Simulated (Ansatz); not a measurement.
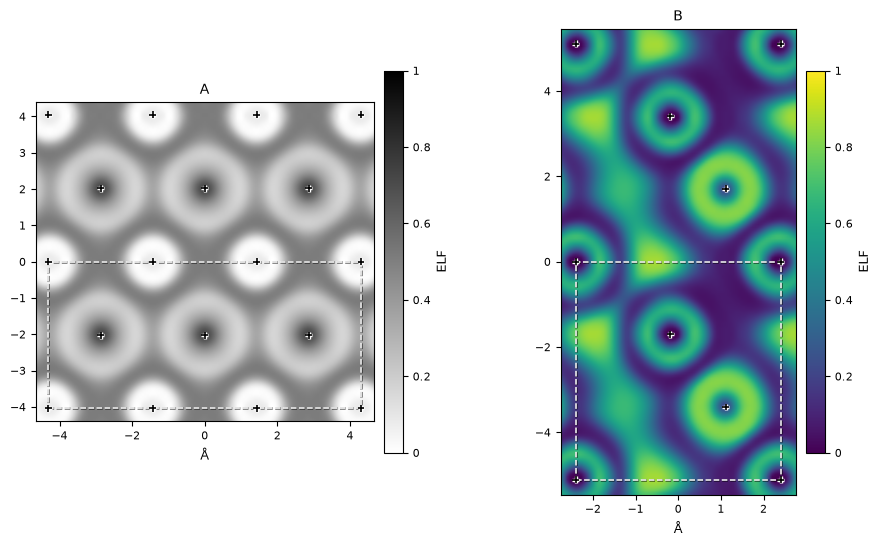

The electron localisation function of 2 systems, each on a plane through atoms (crosses mark nuclei in the plane).

These are results of DFT r2SCAN, scalar-relativistic, plane waves, PAW (Ansatz), not measurements.

System 1: Ti2O, the (110) plane of the conventional cell. Space group P-3m1; computed without spin polarisation.

```xyz
3
Lattice="2.9514 0.0000 0.0000 -1.4757 2.5560 0.0000 0.0000 0.0000 4.8140" Properties=species:S:1:pos:R:3 pbc="T T T"
Ti    1.4757    0.8520    1.2944
Ti    0.0000    1.7040    3.5196
O     0.0000    0.0000    0.0000
```

System 2: AlNi, the (11̄0) plane of the calculation cell. Space group P4/mmm; a structure from a database of computed crystals, not necessarily the ambient phase; computed without spin polarisation.

```xyz
6
Lattice="-2.0224 2.0222 0.0000 -2.0224 -2.0222 0.0000 0.0000 0.0000 8.6101" Properties=species:S:1:pos:R:3 pbc="T T T"
Al    0.0000    0.0000    0.0000
Al    0.0000    0.0000    2.8700
Al    0.0000    0.0000    5.7401
Ni   -2.0224    0.0000    1.4350
Ni   -2.0224    0.0000    4.3050
Ni   -2.0224    0.0000    7.1750
```

### Match each panel to its system.

Panel A is system 2, AlNi: the plane holds Al and Ni. Al–Ni (2.48 Å): the ELF is about 0.40 at the midpoint. Panel B is system 1, Ti2O: the plane holds Ti and O. Ti–O (2.14 Å): the ELF peaks at about 0.80 in the valence shell of O, 0.6 Å from its nucleus, and is about 0.10 at the midpoint: no shared electron pair shows on this line.
